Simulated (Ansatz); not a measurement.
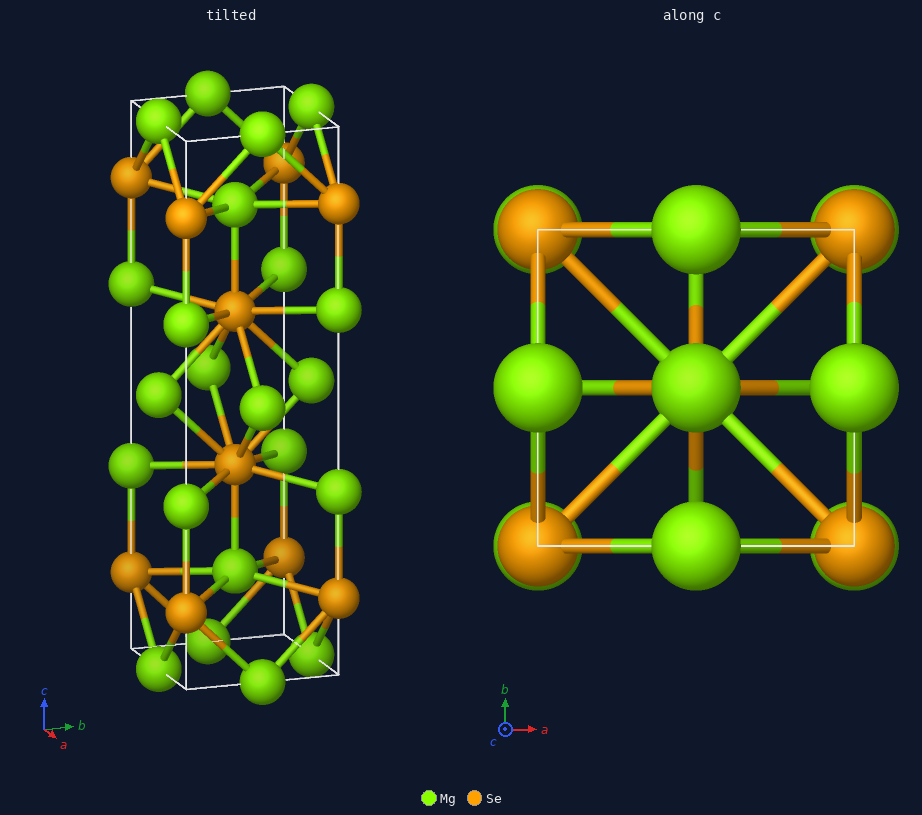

Ball-and-stick representation of a periodic structure, projected slightly off an axis and along the c axis. Atoms at the boundary of the conventional unit cell (the box) are drawn once for each face, edge or corner they touch. Cell: a = 4.15 Å, b = 4.15 Å, c = 14.55 Å, α = 90.00°, β = 90.00°, γ = 90.00°.

The model is a generated cell, made by putting these elements into a known structure type (the compound may or may not exist in this form); its atoms and cell weren't optimised. It went into a calculation with Ansatz.

### Explain the picture.

Its composition is Mg$_{2}$Se. The symmetry is that of I4/mmm (No. 139), on a body-centred tetragonal lattice. The cell has 12 atoms, namely 8 Mg, 4 Se. Se is surrounded by nine Mg at about 2.8 to 3.0 Å. Mg takes two kinds of site: 4c with four Se in a square planar arrangement at about 2.9 Å; 4e with five Se in a distorted square pyramidal arrangement at about 2.8 to 3.0 Å. The bonds build a three-dimensional framework.

The calculation used DFT, PAW plane waves, PBEsol, spin-orbit in Ansatz, with plane waves up to 420 eV, k-points about 0.26 Å⁻¹ apart, Fermi-Dirac smearing of 0.1 eV, no moments seeded, so the run stays non-magnetic, spinor wavefunctions.

### Metal or not?

A metal: bands cross the Fermi level.

### What net charge does each kind of atom have (Bader)?

Mg +0.82 to +1.25 e; Se -2.07 e.

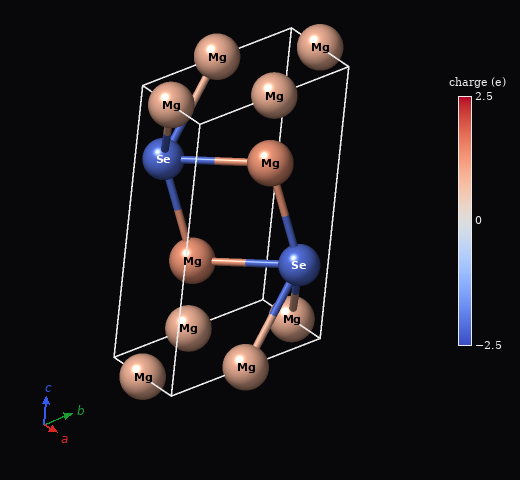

The atoms coloured by those charges. The run's cell of 6 atoms is drawn, so axes and origin can differ from the first picture.

### Do the forces and the stress vanish for this geometry?

No. The largest force is 0.33 eV/Å, on Se. The pressure is 1.3 GPa, so the cell would expand.
